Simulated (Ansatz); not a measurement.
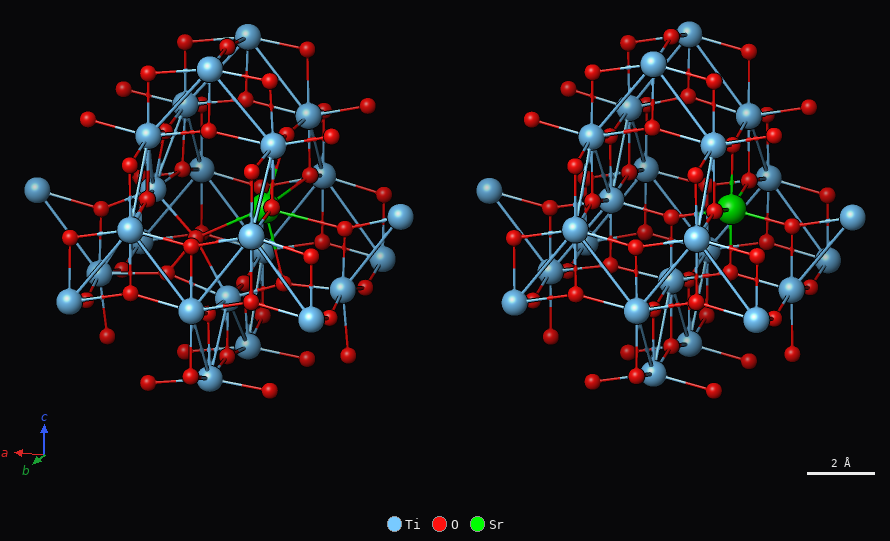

Two geometries of a defect cell of composition Ti35O72Sr, drawn at one scale. One is the start of a relaxation, the other its converged end. A ball-and-stick model of the atoms within 5.8 Å of the atom that moves most (axes of the cell of the calculation (origin shifted)), seen from a free direction.

These are results of DFT, PBEsol, PAW, plane waves (Ansatz), not measurements. (plane-wave cutoff 420 eV; k-point mesh 1 × 1 × 1; mesh shifted by (0.25, 0.25, 0.25); no spin polarisation; atoms relaxed in a fixed cell; force threshold 0.03 eV/Å; at most 80 steps)

Which one is relaxed?

Answer. The left one is the relaxed one. An O atom moves most: 1.19 Å along [1 0 −1]. By element the largest moves are O 1.19 Å, Sr 0.66 Å, Ti 0.55 Å. The cell doesn't change. Among the contacts that change: O–O 2.491 → 1.448 Å, Ti–Ti 3.001 → 3.948 Å, O–Sr 1.943 → 2.531 Å, O–Ti 2.009 → 2.585 Å. Among the angles between lasting bonds that change: Ti–O–Ti 101.6° → 166.2°, Ti–O–Sr 156.7° → 106.3°, O–Sr–O 103.1° → 133.0°. Over 27 geometry steps the energy falls by 7.890 eV per cell of the calculation. The largest force component goes from 6.9 to 0.022 eV/Å. The run took 34 s on 1 × NVIDIA GB200 with 8 threads of Arm Neoverse-V2, peak memory 2 GiB.
